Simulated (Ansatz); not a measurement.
Run report: Zn₄Mg₂₈O₃₂, geometry relaxation (part 2 of 2)

The same run, continued: Zn₄Mg₂₈O₃₂ (64 atoms in the cell); DFT, PBEsol, PAW, plane waves (Ansatz 0.2.0); cutoff 420 eV, 1×1×1 k-mesh, Fermi–Dirac smearing of 0.01 eV. The structure was built on a prototype by a generator; it need not be a known phase.

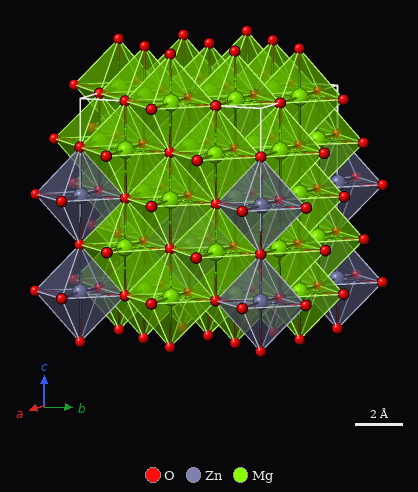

*The input geometry (polyhedral view of the cell of the calculation, seen slightly off an axis; polyhedra are completed across the faces of the cell).*

```
SCF converged after 7 iterations
Free energy (F): -84692.219860 eV
Harris-Foulkes:  -84692.219860 eV  (|F-HF|=1.46e-11)
Internal energy: -84692.219860 eV  (E = F + TS)
E sigma→0 (E₀):  -84692.219860 eV
Fermi energy:    10.779917 eV
--- Per-component energies (eV) ---
  E_band       = -7872.509675
  E_kinetic    = 8363.566286
  E_local      = -51730.607263  (includes V_loc(G=0)·N_el)
  E_nonlocal   = 6708.265726
  E_hartree    = 18300.381488
  E_xc         = -3740.538119
  E_vxc        = -4329.671163  (∫ρ·V_xc dr)
  E_paw        = -19924.015175  (= ΣΔE_a)
  E_vpaw       = -3484.904060  (= ΣTr[D̂ρ^β])
  E_aug_tail   = 0.078335  (compensation charges beyond the density's cutoff)
  E_ewald      = -42675.317914
  E_core_change = 5.966776  (= ΣΔE_core)
  E_smearing   = -0.000000  (= −TS)
  E_closure    = 0.000000  (closes the sum)
  Σ components = -84692.219860   (vs F -84692.219860, Δ=0.00e0)
--- Forces (eV/Å), atoms counted from 1 ---
  atom   1  O     -0.00595643    -0.00421151     0.00352998
  atom   2  O      0.00059559     0.00157103     0.00478480
  atom   3  O      0.00075187     0.01122614     0.00407881
  atom   4  O     -0.01069205    -0.00688925    -0.00728865
  atom   5  O      0.00125584    -0.01191343    -0.00715603
  atom   6  O     -0.00488626     0.00504660    -0.00373277
  atom   7  O      0.00440951    -0.00248439     0.00298341
  atom   8  O      0.00016269    -0.00321803     0.00029429
  atom   9  O      0.01298869     0.01200667     0.00571580
  atom  10  O     -0.01078820     0.01022570     0.00516700
  atom  11  O     -0.00326253    -0.00910665    -0.00537425
  atom  12  O     -0.01033135    -0.00651074    -0.00393836
  atom  13  O      0.00444564     0.01072525    -0.00011590
  atom  14  O      0.00708573     0.00446223    -0.00120967
  atom  15  O     -0.00303085    -0.01270803    -0.00515308
  atom  16  O      0.00796429     0.00181972     0.00517946
  atom  17  O      0.00349869    -0.00359338     0.00327379
  atom  18  O      0.00393215     0.00671282     0.00606038
  atom  19  O      0.00891832     0.00373530     0.00210856
  atom  20  O     -0.00607476    -0.00627291    -0.00130540
  atom  21  O      0.00453832    -0.00453700     0.00280079
  atom  22  O     -0.01251793    -0.00349283    -0.00221583
  atom  23  O     -0.00596756    -0.00579105     0.00498600
  atom  24  O     -0.00088277     0.00784447    -0.00087594
  atom  25  O     -0.01198318     0.00125065    -0.00102781
  atom  26  O     -0.00221296    -0.00440586    -0.00665537
  atom  27  O     -0.00260344     0.00094351     0.01083841
  atom  28  O     -0.00059102    -0.00308208    -0.00832349
  atom  29  O     -0.00382258    -0.00791532    -0.00240294
  atom  30  O      0.00666553     0.00343508    -0.00112226
  atom  31  O     -0.00000054     0.00214400     0.00552970
  atom  32  O      0.00603495    -0.01003599    -0.00406675
  atom  33  Zn    -0.00359550    -0.00217086    -0.00670037
  atom  34  Zn     0.00583854    -0.00416294    -0.00236085
  atom  35  Zn     0.01131987     0.01139684     0.00888839
  atom  36  Zn    -0.00550357    -0.00095002     0.00665974
  atom  37  Mg    -0.00506693     0.00067370    -0.00728535
  atom  38  Mg     0.00853614     0.00967131     0.00420717
  atom  39  Mg     0.00299887     0.00144694     0.00238191
  atom  40  Mg    -0.00976358    -0.01245671     0.00062382
  atom  41  Mg    -0.00063034     0.00221382    -0.00045379
  atom  42  Mg    -0.00162849     0.01223384    -0.00068229
  atom  43  Mg    -0.00100888    -0.00122048    -0.00312406
  atom  44  Mg     0.00393907     0.00453521     0.00612920
  atom  45  Mg    -0.00055532    -0.00694623     0.00010113
  atom  46  Mg    -0.00076346    -0.00501447    -0.00329280
  atom  47  Mg    -0.00032582     0.00706262     0.00679509
  atom  48  Mg    -0.00035311    -0.00246330    -0.00349198
  atom  49  Mg    -0.00079378     0.00168042    -0.00655909
  atom  50  Mg     0.00208496    -0.00229619     0.00157671
  atom  51  Mg     0.00814940     0.00661675    -0.00659672
  atom  52  Mg     0.00689262     0.00140194    -0.00001251
  atom  53  Mg     0.01066308    -0.00525765     0.00178138
  atom  54  Mg    -0.00393429    -0.00122512    -0.00071943
  atom  55  Mg    -0.00696379    -0.00458305     0.00073974
  atom  56  Mg    -0.01043277     0.00128829    -0.00399857
  atom  57  Mg    -0.00274955     0.00228674     0.00060245
  atom  58  Mg     0.00053341     0.00022220    -0.00837796
  atom  59  Mg    -0.00431680    -0.00584885     0.00427075
  atom  60  Mg     0.00063439     0.00483279    -0.00060049
  atom  61  Mg     0.00988570     0.00569686    -0.00141048
  atom  62  Mg     0.00218288     0.00086566     0.00216564
  atom  63  Mg     0.00596162     0.00041075    -0.00648230
  atom  64  Mg     0.00112057     0.00310196     0.00984000
  max |Σ_I F_I| component: 2.35e-5 eV/Å
--- Stress (GPa, compression-positive) ---
        0.001790      -0.183858      -0.184249
       -0.183858       0.062513      -0.184222
       -0.184249      -0.184222      -0.013558
  P = ⅓ Tr σ = 0.0169 GPa (0.169 kbar)
--- Band table (eV) ---
  k-point 0: bands = ["-63.7384", "-63.7380", "-63.7365", "-63.7361", "-63.7312", "-63.7266", "-63.7258", "-63.7246", "-63.7243", "-63.7242", ... 114 levels left out ..., "-7.8287", "-7.7912", "-7.7898", "-7.7783", "-7.7675", "-7.7421", "-7.7105", "-7.6780", "-7.6406", "-7.6234", "-7.5952", "-7.5851", "-7.5654", "-7.5490", "-7.5396", "-7.5191", "-7.5019", "-7.4735", "-7.4652", "-7.4476", "3.0354", "3.1998", "3.2573", "3.3099", "3.4099", "3.5073", "3.5389", "3.5509", "3.5673",
      "3.6020", "3.6262", "3.6641", "3.6814", "3.7023", "3.7572", "3.7746", "3.7819", "3.8089", "3.8380", "3.8913", "3.9024", "3.9267", "4.0026", "4.0616", "4.2265", "4.2343", "4.3609", "4.4015", "4.4530", "4.4951", "4.5033", "4.5383", "4.5560", "4.6595", "4.6657", "4.7389", "4.7469", "4.8239", "4.8363", "4.8815", "4.9585", "4.9990", "5.0516", "5.0739", "5.1120", "5.1581", "5.2336", "5.3079", "5.6198",
      "5.6306", "5.6834", "5.7466", "5.7724", "5.8041", "5.8329", "5.8756", "5.9082", "5.9205", "5.9542", "5.9809", "6.3086", "6.3602", "6.3929", "6.4033", "6.4244", "6.4691", "6.5208", "6.5834", "6.6124", "6.7185", "6.7231", "6.7634", "6.7723", "6.8246", "6.8299", "6.8550", "6.8785", "6.8877", "6.9267", "6.9603", "6.9822", "7.0549", "7.0672", "7.0995", "7.1255", "7.1507", "7.1685", "7.1968", "7.2065",
      "7.2221", "7.2343", "7.2629", "7.2732", "7.2815", "7.3295", "7.3433", "7.3739", "7.4373", "7.4728", "7.5034", "7.5223", "7.5379", "7.6153", "7.6380", "7.6449", "7.6663", "7.6769", "7.8725", "7.9688", "7.9941", "8.0871", "8.1419", "8.1589", "8.2262", "8.3035", "8.4655", "13.0943", "14.2734", "14.5129", "14.9124", "15.2710", "15.5660", "15.6740", "15.8661", "16.2393", "16.3105", "16.3344", "16.4023", "16.5090",
      "16.7725", "16.9219", "17.2007", "17.2988", "17.3615", "17.3670", "17.4571", "17.5915", "17.6383", "17.6494", "17.7577", "17.8323", "17.9139", "17.9745", "18.0305", "18.2926", "18.4011", "18.4528", "18.5001", "18.5302", "18.5978", "18.6524", "18.7340", "18.7972", "18.8709", "18.9160", "19.0592", "19.1962", "19.5361", "19.6401", "19.6642", "19.7429", "19.7523", "19.7569", "19.7840", "19.8088", "19.8479", "19.8942", "19.9287", "19.9641",
      "20.0631", "20.1075", "20.1347", "20.1399", "20.2227", "20.2511", "20.2760", "20.3931", "20.4172", "20.4361", "20.4530"]
--- Relaxed structure (3 steps of the walk, 3 accepted, 1 SCFs on fresh bases) ---
  F+E_penalty+E_count = -84692.21985979 eV   max|allowed force component| = 1.299e-2 eV/Å   (the final SCF, on the basis selected at the relaxed cell)
  cell:  # Å, volume = 601.4400 Å³
    - [8.44106850681441, 1.5398799486923404e-143, 1.1968256052451634e-143]
    - [1.5398799486923404e-143, 8.44106850681441, 1.0947538491491428e-143]
    - [1.1968256052451634e-143, 1.0947538491491428e-143, 8.44106850681441]
  atoms:
    - { symbol: O, position: [0.2527832775282578, 0.0004774801326344057, -4.142472649663245e-5] }
    - { symbol: O, position: [0.25276812871148996, 0.00032494903032057683, 0.49979203265594285] }
    - { symbol: O, position: [0.2501951406998178, 0.5002465955739617, 1.0022324259619981] }
    - { symbol: O, position: [0.2502085296169367, 0.5003004599450037, 0.4973282776379928] }
    - { symbol: O, position: [0.7472789171761165, 0.0003711017557191952, 0.9997039692492239] }
    - { symbol: O, position: [0.7473514498497061, 0.00020086158041301633, 0.4997352726480515] }
    - { symbol: O, position: [0.7497477780284894, 0.5002210172472578, -0.0028182003009603303] }
    - { symbol: O, position: [0.7499382736182777, 0.5003864825523369, 0.5023003453133222] }
    - { symbol: O, position: [-7.239630941820711e-5, 0.253437192743664, 0.9998548159149282] }
    - { symbol: O, position: [1.0001849189688692, 0.2534157949375078, 0.4998304127642793] }
    - { symbol: O, position: [0.9999640728317063, 0.7471322868839716, 0.9997329056553081] }
    - { symbol: O, position: [0.00011785635544946713, 0.7471098834945397, 0.4997213884119206] }
    - { symbol: O, position: [0.49994115235418213, 0.2506849606144282, 0.9997461047372275] }
    - { symbol: O, position: [0.4999626653645296, 0.25080502419419265, 0.4997952085224785] }
    - { symbol: O, position: [0.5000546984942532, 0.7499317965796743, 0.9998581381734123] }
    - { symbol: O, position: [0.499900227007123, 0.7497043816536526, 0.4996874087825383] }
    - { symbol: O, position: [1.0000798177867847, 1.0003889485140611, 0.2497679537941917] }
    - { symbol: O, position: [0.999872998515472, 1.0001830541773817, 0.7497461979793529] }
    - { symbol: O, position: [1.0024197342002197, 0.5003223439576494, 0.24980416556636761] }
    - { symbol: O, position: [-0.0024318536794420463, 0.5002605056730757, 0.7497371053104561] }
    - { symbol: O, position: [0.49989309022463707, 0.00034394732880501196, 0.24980332245722667] }
    - { symbol: O, position: [0.5002296433183844, 0.00035975884449242413, 0.7497489155076116] }
    - { symbol: O, position: [0.4975478564927457, 0.5002747323976963, 0.24962274089838793] }
    - { symbol: O, position: [0.5025301085102823, 0.5002433043797007, 0.7498376032734645] }
    - { symbol: O, position: [0.24966255054889588, 0.24974810840509304, 0.24980765884465297] }
    - { symbol: O, position: [0.24947422362569224, 0.24710908006115614, 0.7497974619902995] }
    - { symbol: O, position: [0.24959164734505496, 0.7508731189814655, 0.2496542693841396] }
    - { symbol: O, position: [0.2496884554587974, 0.7535292004709798, 0.7499955957619837] }
    - { symbol: O, position: [0.7503886449714146, 0.24723959526290964, 0.24976854592481826] }
    - { symbol: O, position: [0.7503850010097265, 0.2496809445931996, 0.749719286262937] }
    - { symbol: O, position: [0.7505414686429774, 0.753477341372, 0.24978230692455952] }
    - { symbol: O, position: [0.7503804913103185, 0.7509612714893235, 0.7498152660262731] }
    - { symbol: Zn, position: [7.740882205586074e-5, 0.0003148354186012964, -0.00012625688026795065] }
    - { symbol: Zn, position: [0.9999066193116372, 0.00032127182149374573, 0.4998524927367046] }
    - { symbol: Zn, position: [0.24967559888564875, 0.5000757295664418, 0.7496102877524615] }
    - { symbol: Zn, position: [0.7501922001729943, 0.5003136920251521, 0.249579776699351] }
    - { symbol: Mg, position: [1.0000724869176116, 0.50029070995248, -0.0001250155173752699] }
    - { symbol: Mg, position: [0.9999067295800457, 0.500199929334435, 0.49968555055448527] }
    - { symbol: Mg, position: [0.49998175800637973, 0.00027108307447874173, 0.9997398990600004] }
    - { symbol: Mg, position: [0.5001518146436471, 0.0004598372328903852, 0.4997863296783636] }
    - { symbol: Mg, position: [0.49997128383169814, 0.5002775951430791, -0.00026900087689269803] }
    - { symbol: Mg, position: [0.5000532604255291, 0.5001141763064534, 0.49975447109592785] }
    - { symbol: Mg, position: [0.24976981982799948, 0.25028048467666625, -0.0002615983564856699] }
    - { symbol: Mg, position: [0.24966762548072355, 0.2501981286362357, 0.4998533304309988] }
    - { symbol: Mg, position: [0.2498260402038719, 0.7503975763826354, 0.999594667436132] }
    - { symbol: Mg, position: [0.24977401121606682, 0.7503696799077754, 0.5000135677805303] }
    - { symbol: Mg, position: [0.7501770566828001, 0.25018964525167264, 0.9998334611766385] }
    - { symbol: Mg, position: [0.7503014063068343, 0.25034873603668745, 0.49967160338361105] }
    - { symbol: Mg, position: [0.7502438634747705, 0.7503544642580815, -2.790069547882834e-5] }
    - { symbol: Mg, position: [0.7502830294573289, 0.7503055563695203, 0.4995842522367015] }
    - { symbol: Mg, position: [0.24962456041794384, 1.0002311113276414, 0.24989130920297598] }
    - { symbol: Mg, position: [0.2496128702177742, 1.000299709883967, 0.7497841318977505] }
    - { symbol: Mg, position: [0.24980062632453043, 0.5004038442811959, 0.2497602763275837] }
    - { symbol: Mg, position: [0.7503562936488486, 1.000352535146312, 0.2497623342510557] }
    - { symbol: Mg, position: [0.7504120333919659, 0.0003014192121054445, 0.7498138500074949] }
    - { symbol: Mg, position: [0.7502297346811562, 0.5003050973310762, 0.7498417198670638] }
    - { symbol: Mg, position: [-8.295948155549898e-5, 0.2501634610866409, 0.24974448832839483] }
    - { symbol: Mg, position: [0.00012377968307051085, 0.2501518315367637, 0.7499041689727433] }
    - { symbol: Mg, position: [-6.731547653739483e-5, 0.7505002998341967, 0.24976142762867118] }
    - { symbol: Mg, position: [0.00011752814451240187, 0.7503166694595219, 0.7498112098161593] }
    - { symbol: Mg, position: [0.5000189615802368, 0.25034985929080533, 0.24973080853522203] }
    - { symbol: Mg, position: [0.49980993259464873, 0.2503745132000371, 0.7497826480077568] }
    - { symbol: Mg, position: [0.5000800806519515, 0.7501983832436651, 0.24985650343158505] }
    - { symbol: Mg, position: [0.4998652917960636, 0.7501206089430248, 0.7496597287222472] }
--- Löwdin populations: 64 sites ---
  site symbol       q [e]
     0      O      7.3484
     1      O      7.3485
     2      O      7.3483
     3      O      7.3481
     4      O      7.3485
     5      O      7.3484
     6      O      7.3483
     7      O      7.3484
     8      O      7.3497
     9      O      7.3497
    10      O      7.3496
    11      O      7.3496
    12      O      7.3742
    13      O      7.3742
    14      O      7.3741
    15      O      7.3740
    16      O      7.3233
    17      O      7.3232
    18      O      7.3482
    19      O      7.3482
    20      O      7.3734
    21      O      7.3733
    22      O      7.3483
    23      O      7.3484
    24      O      7.3741
    25      O      7.3499
    26      O      7.3741
    27      O      7.3499
    28      O      7.3497
    29      O      7.3740
    30      O      7.3498
    31      O      7.3740
    32     Zn     10.6069
    33     Zn     10.6067
    34     Zn     10.6085
    35     Zn     10.6085
    36     Mg      8.4731
    37     Mg      8.4727
    38     Mg      8.4725
    39     Mg      8.4727
    40     Mg      8.4741
    41     Mg      8.4744
    42     Mg      8.4746
    43     Mg      8.4745
    44     Mg      8.4746
    45     Mg      8.4747
    46     Mg      8.4746
    47     Mg      8.4748
    48     Mg      8.4746
    49     Mg      8.4746
    50     Mg      8.4743
    51     Mg      8.4730
    52     Mg      8.4713
    53     Mg      8.4730
    54     Mg      8.4742
    55     Mg      8.4713
    56     Mg      8.4748
    57     Mg      8.4747
    58     Mg      8.4747
    59     Mg      8.4748
    60     Mg      8.4745
    61     Mg      8.4745
    62     Mg      8.4745
    63     Mg      8.4745
  spilling = 0.009490 (of n_electrons = 520.000000)
```

**Results in brief**

- outcome: converged
- space group (tolerance 0.01 Å): P1 (1) → Pmma (51)
- electrons treated: 520
- free energy: −84692.2199 eV
- Fermi energy: 10.780 eV
- pressure: 0.02 GPa
- largest force (length of the vector) at the end: 0.019 eV/Å
- final cell: a = 8.441 Å, b = 8.441 Å, c = 8.441 Å, α = 90.00°, β = 90.00°, γ = 90.00°
- hardware: 7 threads of Arm Neoverse-V2, 28 GiB of memory available, shared host
- wall time: 34 s (CPU time 3.4 min)
- peak memory: 1.5 GiB

**Remarks**

The k-point mesh is coarse for a cell of this size, so the results may not be converged.
